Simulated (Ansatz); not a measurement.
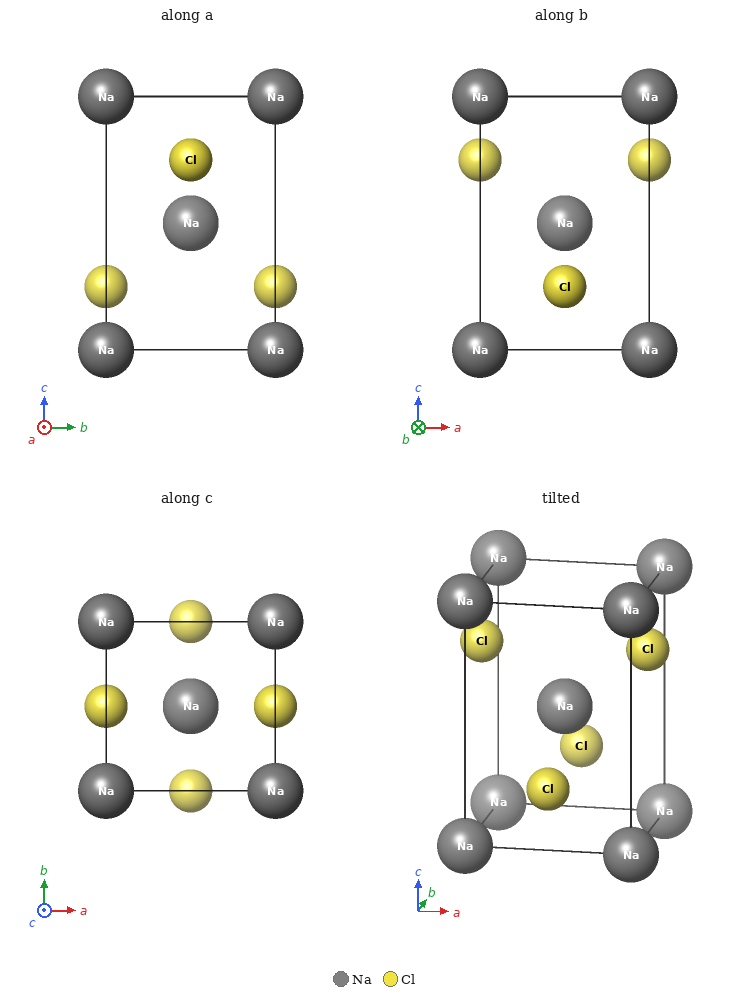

We look at a spheres-only model of the crystal along the a axis, along the b axis, along the c axis and slightly off an axis. Thin lines show the conventional unit cell, with boundary atoms drawn in all their periodic places.

Lattice parameters: a = 4.3661 Å, b = 4.3661 Å, c = 6.5327 Å, α = 90.000°, β = 90.000°, γ = 90.000°.

Q: Set out the cell and atoms as a CIF in P1 with every atom of the cell.

A:
```cif
data_structure
_symmetry_space_group_name_H-M 'P 1'
_symmetry_Int_Tables_number 1
_cell_length_a 4.3661
_cell_length_b 4.3661
_cell_length_c 6.5327
_cell_angle_alpha 90.000
_cell_angle_beta 90.000
_cell_angle_gamma 90.000
_cell_volume 124.53
loop_
_atom_site_label
_atom_site_type_symbol
_atom_site_fract_x
_atom_site_fract_y
_atom_site_fract_z
_atom_site_occupancy
Na1 Na 0.0000 0.0000 0.0000 1
Cl1 Cl 0.5000 0.0000 0.2500 1
Na2 Na 0.5000 0.5000 0.5000 1
Cl2 Cl 0.0000 0.5000 0.7500 1
```

Provenance: a structure type filled with these elements by a generator (whether the compound takes this form wasn't checked). The cell was then strained or its atoms displaced on purpose. It was run through Ansatz as a DFT input.
